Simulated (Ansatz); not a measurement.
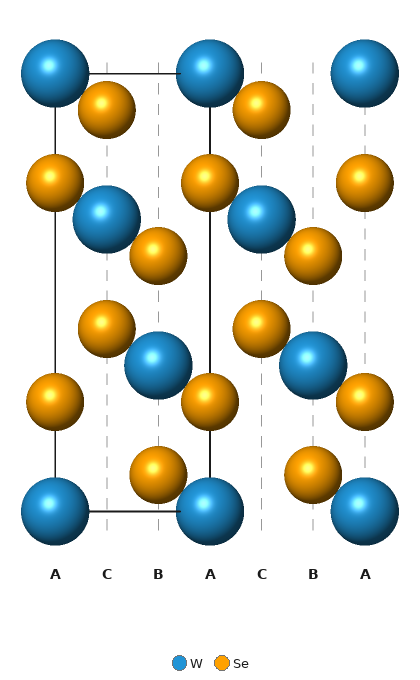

The picture looks along a close-packed row of the hexagonal mesh; [111] points upwards. The dashed lines mark the three columns A (0, 0), B (1/3, 2/3) and C (2/3, 1/3). The box is the hexagonal cell of the face-centred cubic lattice. The sequence starts with the first layer at or above the cell's origin.

The compound is WSe₂ (space group Fm-3m, No. 225), taken as the input geometry of an electronic-structure calculation (not necessarily at equilibrium); the starting structure was generated, so it need not be a known form of this composition.

**Give the sequence of layers in one repeat, with element and column.**

W(A) – Se(B) – Se(A) – W(B) – Se(C) – Se(B) – W(C) – Se(A) – Se(C) (nine layers in 10.71 Å).

Heights of the layers:

```json
{"layer": "1", "atoms (column)": "W(A)", "height (Å)": "0.00", "to next (Å)": "0.89"}
{"layer": "2", "atoms (column)": "Se(B)", "height (Å)": "0.89", "to next (Å)": "1.79"}
{"layer": "3", "atoms (column)": "Se(A)", "height (Å)": "2.68", "to next (Å)": "0.89"}
{"layer": "4", "atoms (column)": "W(B)", "height (Å)": "3.57", "to next (Å)": "0.89"}
{"layer": "5", "atoms (column)": "Se(C)", "height (Å)": "4.46", "to next (Å)": "1.78"}
{"layer": "6", "atoms (column)": "Se(B)", "height (Å)": "6.25", "to next (Å)": "0.89"}
{"layer": "7", "atoms (column)": "W(C)", "height (Å)": "7.14", "to next (Å)": "0.89"}
{"layer": "8", "atoms (column)": "Se(A)", "height (Å)": "8.03", "to next (Å)": "1.79"}
{"layer": "9", "atoms (column)": "Se(C)", "height (Å)": "9.82", "to next (Å)": "0.89"}
```
